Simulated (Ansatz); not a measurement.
## Energy of MgO along a shift of atoms along one path

System: MgO (4 atoms in the cell).
Method: DFT PBE, scalar-relativistic, plane waves, PAW, no spin polarisation (Ansatz 0.2.0).

The 6 runs differ only in the geometry, by a shift of atoms along one path in a fixed cell. The shift s is measured from run 4: O3 moves along the Cartesian direction (0.58, 0.58, 0.58), and O4 with it in fixed proportion. The structure derives from a Materials Project entry.

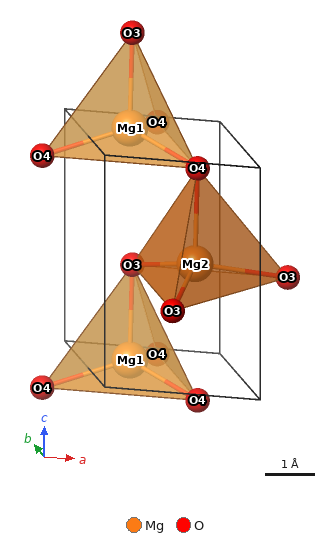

Figure 1. The structure of run 4 (polyhedral view of the cell of the calculation, seen slightly off an axis; polyhedra are completed across the faces of the cell; atoms are numbered from 1 in the order of the input).

### Input of run 4
```yaml
crystal:
  lattice:
    - [3.3077869865, 0.0, 0.0]
    - [-1.6538934933, 2.8646275606, 0.0]
    - [0.0, 0.0, 4.98288167]
  atoms:
    - { symbol: Mg, position: [0.3333333333, 0.6666666667, 0.00215974] }
    - { symbol: Mg, position: [0.6666666667, 0.3333333333, 0.50215974] }
    - { symbol: O, position: [0.3539819635, 0.6817825131, 0.4111302657] }
    - { symbol: O, position: [0.6873152968, 0.3484491797, 0.9111302657] }
basis:
  ecutwfc: 420
kpoints:
  mp_grid: { grid: [9, 9, 6] }
hamiltonian:
  xc: pbe
scf:
  occupations: { method: gaussian, width: 0.05 }
output:
  forces: true
  stress: true
  eigenvalues: true
```

Lattice vectors (Å) and fractional positions of run 4:
```
   3.307787    0.000000    0.000000
  -1.653893    2.864628    0.000000
   0.000000    0.000000    4.982882
Mg  0.333333  0.666667  0.002160
Mg  0.666667  0.333333  0.502160
O   0.353982  0.681783  0.411130
O   0.687315  0.348449  0.911130
```

Run 5 differs from it as follows:
```diff
-    - { symbol: O, position: [0.3539819635, 0.6817825131, 0.4111302657] }
-    - { symbol: O, position: [0.6873152968, 0.3484491797, 0.9111302657] }
+    - { symbol: O, position: [0.3952792239, 0.7120142059, 0.4285102771] }
+    - { symbol: O, position: [0.7286125572, 0.3786808725, 0.9285102771] }
```

### Results, with one run withheld

```tsv
run	shift s of O3 (Å)	free energy per atom, from the lowest run given (meV)	pressure (GPa)	gap on the mesh (eV)	force along the path (eV/Å)
1	−0.3750	159.71	10.62	3.48	4.316
2	−0.3000	87.19	7.79	3.55	3.401
3	−0.2250	32.86	5.57	3.56	2.377
4	0.0000	0.00	3.53	3.41	−1.416
5	0.1500	?	?	?	?
6	0.2250	226.88	10.55	3.17	−7.105
```

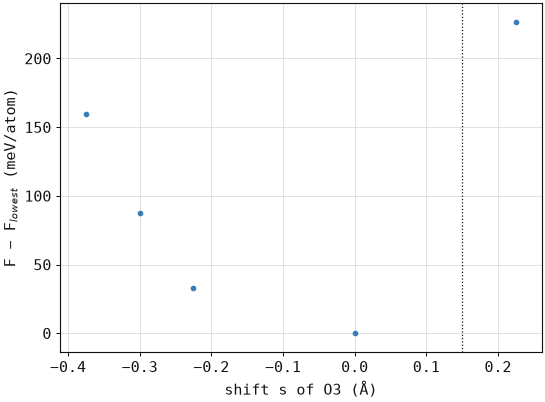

Figure 2. Free energy per atom of the runs given; the dotted line marks run 5.

Fit the runs given and predict run 5.

A cubic polynomial in the coordinate, fitted to the 5 runs given, misses them by at most 0.32 meV per atom. With x = s + 0.1350, it reads F = −6.5101 − 255.32 x + 2096 x² + 1150.1 x³ (meV per atom). At run 5 it gives 117.60 meV per atom, and the run itself gives 115.01. The slope of the fit gives a force −dF/ds of −4.879 eV/Å along the path (summed over the atoms that move), and the printed forces give −4.893 eV/Å. The fit has its minimum at s = −0.0769 Å. So low a polynomial doesn't follow these energies more closely. The gap on the mesh lies between 3.17 eV (run 6) and 3.56 eV (run 3); run 5 has 3.25 eV. These are gaps of this functional on this mesh, which can miss the band edges; they aren't the measured gap.

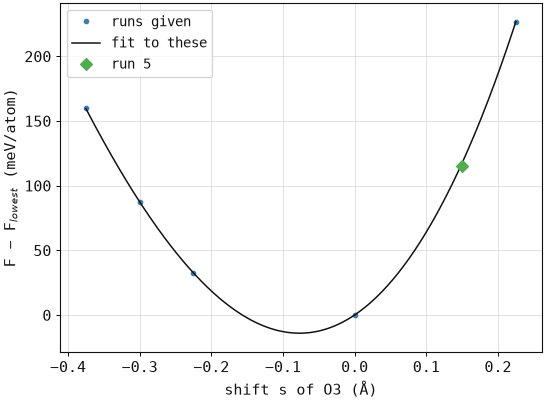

Figure 3. The fit and the withheld run.

### Output, shortened to warnings, some set-up lines, iterations and results (run 5)
```
Basis set: ecut = 420 eV, 929 PW (Γ), exchange–correlation on 48×48×72 points (8 copies of the dense FFT grid, shifted against one another)
Symmetry: 1 space group operations
k-points: 244 of 486 (time reversal used)
Initial density: superposition of atomic densities (neutral atoms: chi_scale 0, normalization atom), corrected by the library's trained network
[...]
SCF iter   1: F=—  HF=-4987.478974 eV  |F-HF|=—  |Δ(HF+E_count)|=         —  Δρ=9.91e-4  dr2=1.88e-4  ethr=1.77e-3  ⟨swp⟩=5.7  Hψ=22925  notcnv=0
SCF iter   2: F=—  HF=-4987.478560 eV  |F-HF|=—  |Δ(HF+E_count)|=   4.15e-4  Δρ=4.84e-4  dr2=4.67e-5  ethr=5.86e-7  ⟨swp⟩=2.1  Hψ=10761  notcnv=0
SCF iter   3: F=—  HF=-4987.478691 eV  |F-HF|=—  |Δ(HF+E_count)|=   1.31e-4  Δρ=2.68e-4  dr2=1.88e-5  ethr=1.46e-7  ⟨swp⟩=2.7  Hψ=9737  notcnv=0
SCF iter   4: F=—  HF=-4987.478708 eV  |F-HF|=—  |Δ(HF+E_count)|=   1.68e-5  Δρ=6.89e-5  dr2=1.06e-6  ethr=5.86e-8  ⟨swp⟩=2.0  Hψ=8784  notcnv=0
SCF iter   5: F=—  HF=-4987.478707 eV  |F-HF|=—  |Δ(HF+E_count)|=   9.02e-7  Δρ=4.21e-5  dr2=5.72e-7  ethr=3.31e-9  ⟨swp⟩=2.0  Hψ=8784  notcnv=0
SCF iter   6: F=-4987.478707 eV  HF=-4987.478707 eV  |F-HF|=3.07e-9  |Δ(HF+E_count)|=   1.16e-7  Δρ=7.18e-6  dr2=1.47e-8  ethr=3.13e-10  ⟨swp⟩=3.0  Hψ=20664  notcnv=0
SCF 1 converged in 6 iterations: F = -4987.478707 eV  dr2 = 1.47e-8
SCF converged after 6 iterations
Free energy (F): -4987.478707 eV
Harris-Foulkes:  -4987.478707 eV  (|F-HF|=3.07e-9)
Internal energy: -4987.478707 eV  (E = F + TS)
E sigma→0 (E₀):  -4987.478707 eV
Fermi energy:    6.875088 eV
--- Per-component energies (eV) ---
  E_band       = -668.597952
  E_kinetic    = 509.375971
  E_local      = -3740.518765  (includes V_loc(G=0)·N_el)
  E_nonlocal   = 286.309377
  E_hartree    = 1334.042208
  E_xc         = -209.355420
  E_vxc        = -268.093735  (∫ρ·V_xc dr)
  E_paw        = -899.563625  (= ΣΔE_a)
  E_vpaw       = -123.756513  (= ΣTr[D̂ρ^β])
  E_aug_tail   = 0.004979  (compensation charges beyond the density's cutoff)
  E_ewald      = -2267.773431
  E_smearing   = -0.000000  (= −TS)
  E_closure    = -0.000000  (closes the sum)
  Σ components = -4987.478707   (vs F -4987.478707, Δ=0.00e0)
--- Forces (eV/Å), atoms counted from 1 ---
  atom   1  Mg     2.48092753     1.72549332     0.83885437
  atom   2  Mg     0.96097757     1.70762836     0.76084892
  atom   3  O     -0.96145672    -1.70759349    -0.75906473
  atom   4  O     -2.48043836    -1.72551043    -0.84069063
  max |Σ_I F_I| component: 5.21e-5 eV/Å
--- Stress (GPa, compression-positive) ---
       12.407119       1.987073       3.012630
        1.987068      12.107260       3.001482
        3.012628       3.001480      -3.480144
  P = ⅓ Tr σ = 7.0114 GPa (70.114 kbar)
```
